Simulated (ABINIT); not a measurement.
**Dielectric calculation, with input and output: C (part 2 of 3)**

C (4 atoms in the cell); Kohn-Sham DFT of a periodic cell, PBE, PseudoDojo NC SR PBE v0.4.1 standard, no spin polarisation (ABINIT 10.8.3); cutoff 1006.82 eV, 10×10×6 k-mesh, fixed occupations. The structure derives from an entry of the Crystallography Open Database.

Geometry of the input (Å; fractional positions):
```
2.5221  0.0000  0.0000
-1.2611  2.1842  0.0000
0.0000  0.0000  4.1186
C  0.6667  0.3333  0.9375
C  0.3333  0.6667  0.4375
C  0.6667  0.3333  0.5625
C  0.3333  0.6667  0.0625
```

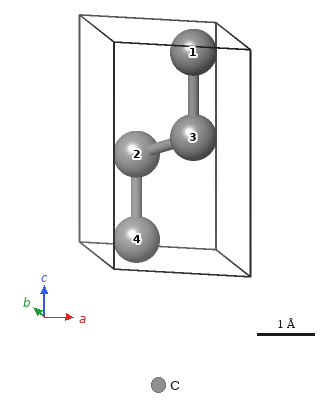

*The structure (ball-and-stick view of the cell of the calculation, seen slightly off an axis; atoms are numbered from 1 in the order of the input).*

### The program's output, continued
```
================================================================================

--------------------------------------------------------------------------------
 Perturbation wavevector (in red.coord.)   0.000000  0.000000  0.000000
 Perturbation : derivative vs k along direction   1
 The set of symmetries contains only one element for this perturbation.
 symkpt : not enough symmetry to change the number of k points.

--------------------------------------------------------------------------------

--------------------------------------------------------------------------------

 Initialisation of the first-order wave-functions :
  ireadwf=   0

--- !BeginCycle
iteration_state: {dtset: 2, }
solver: {iscf: -3, nstep: 80, nline: 4, wfoptalg: 0, }
tolerances: {tolwfr: 1.00E-18, }
...

     iter   2DEtotal(Ha)        deltaE(Ha) residm    vres2
-ETOT  1  -37.498104113024     -3.750E+01 8.993E-01 0.000E+00
 ETOT  2  -37.595955630596     -9.785E-02 8.572E-03 0.000E+00
 ETOT  3  -37.596675481154     -7.199E-04 2.845E-04 0.000E+00
 ETOT  4  -37.596686262521     -1.078E-05 1.045E-05 0.000E+00
 ETOT  5  -37.596686509815     -2.473E-07 3.902E-07 0.000E+00
 ETOT  6  -37.596686516890     -7.074E-09 1.470E-08 0.000E+00
 ETOT  7  -37.596686517116     -2.263E-10 5.646E-10 0.000E+00
 ETOT  8  -37.596686517124     -7.681E-12 2.253E-11 0.000E+00
 ETOT  9  -37.596686517124     -3.624E-13 8.809E-13 0.000E+00
 ETOT 10  -37.596686517124      9.948E-14 3.577E-14 0.000E+00
 ETOT 11  -37.596686517124     -5.684E-14 1.419E-15 0.000E+00
 ETOT 12  -37.596686517124      7.105E-15 5.833E-17 0.000E+00
 ETOT 13  -37.596686517124     -7.105E-15 2.335E-18 0.000E+00
 ETOT 14  -37.596686517124     -7.105E-15 9.997E-19 0.000E+00

 At SCF step   14   max residual=  1.00E-18 < tolwfr=  1.00E-18 =>converged.
================================================================================

 ----iterations are completed or convergence reached----

 Mean square residual over all n,k,spin=   53.908E-20; max=  99.969E-20
 dfpt_looppert : ek2=    7.4152553911E+01
          f-sum rule ratio=    1.0002389321E+00
 Expectation of eigenvalue derivatives (hartree) for nkpt= 300  k points:
  (in case of degenerate eigenvalues, averaged derivative)
 kpt#   1, nband=  8, wtk=  0.00333, kpt=  0.0000  0.0000  0.0833 (reduced coord)
  -0.00000   -0.00000    0.00000   -0.00000   -0.00000   -0.00000    0.00000    0.00000
 prteigrs : prtvol=0 or 1, do not print more k-points.

 2DEtotal=   -0.3759668652E+02 Ha. Also 2DEtotal=   -0.102305795839E+04 eV
    (  non-var. 2DEtotal :   -3.7596686515E+01 Ha)

--------------------------------------------------------------------------------
 Perturbation wavevector (in red.coord.)   0.000000  0.000000  0.000000
 Perturbation : derivative vs k along direction   2
 The set of symmetries contains only one element for this perturbation.
 symkpt : not enough symmetry to change the number of k points.

--------------------------------------------------------------------------------

--------------------------------------------------------------------------------

 Initialisation of the first-order wave-functions :
  ireadwf=   0

--- !BeginCycle
iteration_state: {dtset: 2, }
solver: {iscf: -3, nstep: 80, nline: 4, wfoptalg: 0, }
tolerances: {tolwfr: 1.00E-18, }
...

     iter   2DEtotal(Ha)        deltaE(Ha) residm    vres2
-ETOT  1  -37.499055265285     -3.750E+01 1.015E+00 0.000E+00
 ETOT  2  -37.595968037101     -9.691E-02 1.105E-02 0.000E+00
 ETOT  3  -37.596675717302     -7.077E-04 3.499E-04 0.000E+00
 ETOT  4  -37.596686266302     -1.055E-05 1.350E-05 0.000E+00
 ETOT  5  -37.596686507902     -2.416E-07 4.888E-07 0.000E+00
 ETOT  6  -37.596686514808     -6.906E-09 1.949E-08 0.000E+00
 ETOT  7  -37.596686515029     -2.209E-10 7.263E-10 0.000E+00
 ETOT  8  -37.596686515036     -7.439E-12 3.044E-11 0.000E+00
 ETOT  9  -37.596686515037     -4.121E-13 1.151E-12 0.000E+00
 ETOT 10  -37.596686515037      2.132E-14 4.924E-14 0.000E+00
 ETOT 11  -37.596686515037      7.105E-15 1.880E-15 0.000E+00
 ETOT 12  -37.596686515037      2.842E-14 8.169E-17 0.000E+00
 ETOT 13  -37.596686515037     -1.421E-14 3.133E-18 0.000E+00
 ETOT 14  -37.596686515037      0.000E+00 9.997E-19 0.000E+00

 At SCF step   14   max residual=  1.00E-18 < tolwfr=  1.00E-18 =>converged.
================================================================================

 ----iterations are completed or convergence reached----

 Mean square residual over all n,k,spin=   53.990E-20; max=  99.969E-20
 dfpt_looppert : ek2=    7.4152553909E+01
          f-sum rule ratio=    1.0002389321E+00
 Expectation of eigenvalue derivatives (hartree) for nkpt= 300  k points:
  (in case of degenerate eigenvalues, averaged derivative)
 kpt#   1, nband=  8, wtk=  0.00333, kpt=  0.0000  0.0000  0.0833 (reduced coord)
   0.00000   -0.00000    0.00000   -0.00000   -0.00000   -0.00000    0.00000    0.00000
 prteigrs : prtvol=0 or 1, do not print more k-points.

 2DEtotal=   -0.3759668652E+02 Ha. Also 2DEtotal=   -0.102305795833E+04 eV
    (  non-var. 2DEtotal :   -3.7596686512E+01 Ha)

--------------------------------------------------------------------------------
 Perturbation wavevector (in red.coord.)   0.000000  0.000000  0.000000
 Perturbation : derivative vs k along direction   3
 The set of symmetries contains only one element for this perturbation.
 symkpt : not enough symmetry to change the number of k points.

--------------------------------------------------------------------------------

--------------------------------------------------------------------------------

 Initialisation of the first-order wave-functions :
  ireadwf=   0

--- !BeginCycle
iteration_state: {dtset: 2, }
solver: {iscf: -3, nstep: 80, nline: 4, wfoptalg: 0, }
tolerances: {tolwfr: 1.00E-18, }
...

     iter   2DEtotal(Ha)        deltaE(Ha) residm    vres2
-ETOT  1  -10.547037974524     -1.055E+01 4.142E-01 0.000E+00
 ETOT  2  -10.570617130667     -2.358E-02 1.041E-03 0.000E+00
 ETOT  3  -10.570763360024     -1.462E-04 6.175E-05 0.000E+00
 ETOT  4  -10.570765148098     -1.788E-06 5.397E-07 0.000E+00
 ETOT  5  -10.570765181027     -3.293E-08 4.696E-08 0.000E+00
 ETOT  6  -10.570765181767     -7.404E-10 4.153E-10 0.000E+00
 ETOT  7  -10.570765181786     -1.872E-11 3.394E-11 0.000E+00
 ETOT  8  -10.570765181787     -4.903E-13 3.419E-13 0.000E+00
 ETOT  9  -10.570765181787      8.882E-15 2.928E-14 0.000E+00
 ETOT 10  -10.570765181787      1.776E-15 2.856E-16 0.000E+00
 ETOT 11  -10.570765181787      0.000E+00 2.369E-17 0.000E+00
 ETOT 12  -10.570765181787     -1.066E-14 9.884E-19 0.000E+00

 At SCF step   12   max residual=  9.88E-19 < tolwfr=  1.00E-18 =>converged.
================================================================================

 ----iterations are completed or convergence reached----

 Mean square residual over all n,k,spin=   53.877E-20; max=  98.838E-20
 dfpt_looppert : ek2=    2.0855122762E+01
          f-sum rule ratio=    9.9993706304E-01
 Expectation of eigenvalue derivatives (hartree) for nkpt= 300  k points:
  (in case of degenerate eigenvalues, averaged derivative)
 kpt#   1, nband=  8, wtk=  0.00333, kpt=  0.0000  0.0000  0.0833 (reduced coord)
   0.04255   -0.31287    0.38406    0.03426    0.03426   -0.25663   -0.08128   -0.08128
 prteigrs : prtvol=0 or 1, do not print more k-points.

 2DEtotal=   -0.1057076518E+02 Ha. Also 2DEtotal=   -0.287645174277E+03 eV
    (  non-var. 2DEtotal :   -1.0570765180E+01 Ha)
================================================================================

 ---- first-order wavefunction calculations are completed ----

 Total localisation tensor (bohr^2) in cartesian coordinates
  WARNING : still subject to testing - especially symmetries.
      direction              matrix element
   alpha     beta       real part   imaginary part
     1        1       1.4167356793   -0.0000000000
     1        2      -0.4907716355    0.0000000000
     1        3       0.0000000000    0.0000000000
     2        1      -0.4907716355    0.0000000000
     2        2       0.8500414077   -0.0000000000
     2        3       0.0000000000    0.0000000000
     3        1       0.0000000000    0.0000000000
     3        2       0.0000000000    0.0000000000
     3        3       0.8528568281   -0.0000000000

 respfn : d/dk was computed, but no 2DTE, so no DDB output.

================================================================================
== DATASET  3 ==================================================================

--- !DatasetInfo
iteration_state: {dtset: 3, }
dimensions: {natom: 4, nkpt: 300, mband: 8, nsppol: 1, nspinor: 1, nspden: 1, mpw: 1676, }
cutoff_energies: {ecut:  37.0, pawecutdg:  -1.0, }
electrons: {nelect:   1.60000000E+01, charge:   0.00000000E+00, occopt:   1.00000000E+00, tsmear:   1.00000000E-02, }
meta: {optdriver: 1, rfelfd: 3, }
...

 mkfilename : getwfk/=0, take file _WFK from output of DATASET   1.

 mkfilename : getddk/=0, take file _1WF from output of DATASET   2.

 Exchange-correlation functional for the present dataset will be:
  GGA: Perdew-Burke-Ernzerhof functional - ixc=11
  J.P.Perdew, K.Burke, M.Ernzerhof, PRL 77, 3865 (1996)

 Real(R)+Recip(G) space primitive vectors, cartesian coordinates (Bohr,Bohr^-1):
 R(1)=  4.7660783  0.0000000  0.0000000  G(1)=  0.2098161  0.1211374  0.0000000
 R(2)= -2.3830391  4.1275448  0.0000000  G(2)=  0.0000000  0.2422748  0.0000000
 R(3)=  0.0000000  0.0000000  7.7830260  G(3)=  0.0000000  0.0000000  0.1284847
 Unit cell volume ucvol=  1.5310926E+02 bohr^3
 Angles (23,13,12)=  9.00000000E+01  9.00000000E+01  1.20000000E+02 degrees
 setup1 : take into account q-point for computing boxcut.

 getcut: wavevector=  0.0000  0.0000  0.0000  ngfft=  30  30  45
         ecut(hartree)=     37.000   => boxcut(ratio)=   2.06461
--------------------------------------------------------------------------------

 ==>  initialize data related to q vector <==

 The list of irreducible perturbations for this q vector is:
    1)    idir= 1    ipert=   6
    2)    idir= 3    ipert=   6

================================================================================

 The perturbation idir=   2  ipert=   6 is
 symmetric of a previously calculated perturbation.
 So, its SCF calculation is not needed.

--------------------------------------------------------------------------------
 Perturbation wavevector (in red.coord.)   0.000000  0.000000  0.000000
 Perturbation : homogeneous electric field along direction   1
 The set of symmetries contains only one element for this perturbation.
 symkpt : not enough symmetry to change the number of k points.

--------------------------------------------------------------------------------

--------------------------------------------------------------------------------

 Initialisation of the first-order wave-functions :
  ireadwf=   0

--- !BeginCycle
iteration_state: {dtset: 3, }
solver: {iscf: 7, nstep: 80, nline: 4, wfoptalg: 0, }
tolerances: {tolvrs: 1.00E-10, }
...

     iter   2DEtotal(Ha)        deltaE(Ha) residm    vres2
-ETOT  1  -129.20876859833     -1.292E+02 6.892E+00 2.907E+03
 ETOT  2  -130.29470330488     -1.086E+00 7.242E-02 1.460E+01
 ETOT  3  -130.30129537906     -6.592E-03 1.780E-03 1.951E+00
 ETOT  4  -130.30161002626     -3.146E-04 2.499E-05 8.948E-01
 ETOT  5  -130.30186209635     -2.521E-04 1.454E-06 2.293E-03
 ETOT  6  -130.30186278202     -6.857E-07 3.485E-08 1.333E-06
 ETOT  7  -130.30186278380     -1.782E-09 1.703E-09 9.074E-08
 ETOT  8  -130.30186278387     -6.060E-11 6.381E-11 5.024E-09
 ETOT  9  -130.30186278387     -2.160E-12 2.667E-12 1.167E-11

 At SCF step    9       vres2   =  1.17E-11 < tolvrs=  1.00E-10 =>converged.
-open ddk wf file :runo_DS2_1WF13
-open ddk wf file :runo_DS2_1WF14
-open ddk wf file :runo_DS2_1WF15
================================================================================

 ----iterations are completed or convergence reached----

 Mean square residual over all n,k,spin=   71.582E-16; max=  26.674E-13

 2DEtotal=   -0.1303018628E+03 Ha. Also 2DEtotal=   -0.354569431678E+04 eV
    (  non-var. 2DEtotal :   -1.3030186265E+02 Ha)

--------------------------------------------------------------------------------
 Perturbation wavevector (in red.coord.)   0.000000  0.000000  0.000000
 Perturbation : homogeneous electric field along direction   3
 The set of symmetries contains only one element for this perturbation.
 symkpt : not enough symmetry to change the number of k points.

--------------------------------------------------------------------------------

--------------------------------------------------------------------------------

 Initialisation of the first-order wave-functions :
  ireadwf=   0

--- !BeginCycle
iteration_state: {dtset: 3, }
solver: {iscf: 7, nstep: 80, nline: 4, wfoptalg: 0, }
tolerances: {tolvrs: 1.00E-10, }
...

     iter   2DEtotal(Ha)        deltaE(Ha) residm    vres2
-ETOT  1  -37.422326199705     -3.742E+01 4.024E+00 5.649E+02
 ETOT  2  -37.641319063447     -2.190E-01 5.002E-03 2.231E+01
 ETOT  3  -37.645426474314     -4.107E-03 6.567E-04 1.527E+01
 ETOT  4  -37.655811899211     -1.039E-02 2.929E-05 3.950E-02
 ETOT  5  -37.655837096929     -2.520E-05 3.342E-07 2.050E-04
 ETOT  6  -37.655837150085     -5.316E-08 8.141E-09 2.160E-06
 ETOT  7  -37.655837151210     -1.125E-09 1.475E-10 6.224E-09
 ETOT  8  -37.655837151215     -4.725E-12 5.516E-12 2.980E-10
 ETOT  9  -37.655837151215     -2.558E-13 1.051E-13 1.112E-12

 At SCF step    9       vres2   =  1.11E-12 < tolvrs=  1.00E-10 =>converged.
-open ddk wf file :runo_DS2_1WF13
-open ddk wf file :runo_DS2_1WF14
-open ddk wf file :runo_DS2_1WF15
================================================================================

 ----iterations are completed or convergence reached----

 Mean square residual over all n,k,spin=   50.193E-17; max=  10.514E-14

 2DEtotal=   -0.3765583715E+02 Ha. Also 2DEtotal=   -0.102466752914E+04 eV
    (  non-var. 2DEtotal :   -3.7655837189E+01 Ha)
================================================================================

 ---- first-order wavefunction calculations are completed ----

 ==> Compute Derivative Database <==
 The violation of the charge neutrality conditions
 by the effective charges is as follows :
    atom        electric field
 displacement     direction
       1               1       -0.003823        0.000000
       1               2        0.000000        0.000000
       1               3        0.000000        0.000000
       2               1       -0.000000        0.000000
       2               2       -0.003823        0.000000
       2               3        0.000000        0.000000
       3               1        0.000000        0.000000
       3               2        0.000000        0.000000
       3               3        0.001007        0.000000

 Effective charge tensors after
 imposition of the charge neutrality (if requested by user),
 and eventual restriction to some part :
   atom    displacement
         1         1   -1.332268E-15    0.000000E+00    0.000000E+00
         1         2   -6.661338E-16    0.000000E+00    0.000000E+00
         1         3    0.000000E+00    0.000000E+00    0.000000E+00
         2         1    1.332268E-15    0.000000E+00    0.000000E+00
         2         2    6.661338E-16    0.000000E+00    0.000000E+00
         2         3    0.000000E+00    0.000000E+00    0.000000E+00
         3         1    1.332268E-15    0.000000E+00    0.000000E+00
         3         2    6.661338E-16    0.000000E+00    0.000000E+00
         3         3    0.000000E+00    0.000000E+00    0.000000E+00
         4         1   -1.332268E-15    0.000000E+00    0.000000E+00
         4         2   -6.661338E-16    0.000000E+00    0.000000E+00
         4         3    0.000000E+00    0.000000E+00    0.000000E+00
 Now, the imaginary part of the dynamical matrix is zeroed

  Dielectric tensor, in cartesian coordinates,
     j1       j2             matrix element
  dir pert dir pert     real part    imaginary part

   1    6   1    6         5.6151189683        -0.0000000000

   2    6   2    6         5.6151189685        -0.0000000000

   3    6   3    6         5.7421790440        -0.0000000000

  Effective charges, in cartesian coordinates,
  (from electric field response)
   if specified in the inputs, charge neutrality has been imposed
     j1       j2             matrix element
  dir pert dir pert     real part    imaginary part

== END DATASET(S) ==============================================================
================================================================================

 -outvars: echo values of variables after computation  --------
            acell      4.7660782589E+00  4.7660782589E+00  7.7830260169E+00 Bohr
           etotal1    -2.4070347538E+01
           etotal2    -1.0570765182E+01
           etotal3    -3.7655837151E+01
            fcart1     1.4124008655E-28  1.4678100358E-28 -8.2430461443E-04
                      -8.4744051930E-29  1.4678100358E-28 -8.2430461443E-04
                      -8.4744051930E-29 -3.7510700915E-28  8.2430461443E-04
                       2.8248017310E-29  8.1545001988E-29  8.2430461443E-04
            fcart3     0.0000000000E+00  0.0000000000E+00  0.0000000000E+00
                       0.0000000000E+00  0.0000000000E+00  0.0000000000E+00
                       0.0000000000E+00  0.0000000000E+00  0.0000000000E+00
                       0.0000000000E+00  0.0000000000E+00  0.0000000000E+00
            rprim      1.0000000000E+00  0.0000000000E+00  0.0000000000E+00
                      -5.0000000000E-01  8.6602540380E-01  0.0000000000E+00
                       0.0000000000E+00  0.0000000000E+00  1.0000000000E+00
           strten1     1.9479650227E-04  1.9479650184E-04 -6.5021201262E-04
                       0.0000000000E+00  0.0000000000E+00  0.0000000000E+00
           strten3     0.0000000000E+00  0.0000000000E+00  0.0000000000E+00
                       0.0000000000E+00  0.0000000000E+00  0.0000000000E+00
           xangst      1.2610499991E+00  7.2806755648E-01  3.8611874974E+00
                      -4.6668224808E-17  1.4561351130E+00  1.8018874988E+00
                       1.2610499991E+00  7.2806755648E-01  2.3167124984E+00
                      -4.6668224808E-17  1.4561351130E+00  2.5741249983E-01
             xred      6.6666666667E-01  3.3333333333E-01  9.3750000000E-01
                       3.3333333333E-01  6.6666666667E-01  4.3750000000E-01
                       6.6666666667E-01  3.3333333333E-01  5.6250000000E-01
                       3.3333333333E-01  6.6666666667E-01  6.2500000000E-02
 Calculation completed.
```

### File anaddb.abo
```
.Version 10.8.3 of ANADDB
================================================================================

 -outvars_anaddb: echo values of input variables ----------------------

 Flags :
     dieflag         2
 Miscellaneous information :
         asr         2

================================================================================

 read the DDB information and perform some checks

  ==== Info on the Cryst% object ====
 Real(R)+Recip(G) space primitive vectors, cartesian coordinates (Bohr,Bohr^-1):
 R(1)=  4.7660783  0.0000000  0.0000000  G(1)=  0.2098161  0.1211374  0.0000000
 R(2)= -2.3830391  4.1275448  0.0000000  G(2)=  0.0000000  0.2422748  0.0000000
 R(3)=  0.0000000  0.0000000  7.7830260  G(3)=  0.0000000  0.0000000  0.1284847
 Unit cell volume ucvol=  1.5310926E+02 bohr^3
 Angles (23,13,12)=  9.00000000E+01  9.00000000E+01  1.20000000E+02 degrees
 Time-reversal symmetry is present
 Reduced atomic positions [iatom, xred, symbol]:
    1)    0.6666667  0.3333333  0.9375000   C
    2)    0.3333333  0.6666667  0.4375000   C
    3)    0.6666667  0.3333333  0.5625000   C
    4)    0.3333333  0.6666667  0.0625000   C

 DDB file with 3 blocks has been read.

================================================================================

 Dielectric Tensor and Effective Charges

 anaddb : Zero the imaginary part of the Dynamical Matrix at Gamma,
   and impose the ASR on the effective charges
```
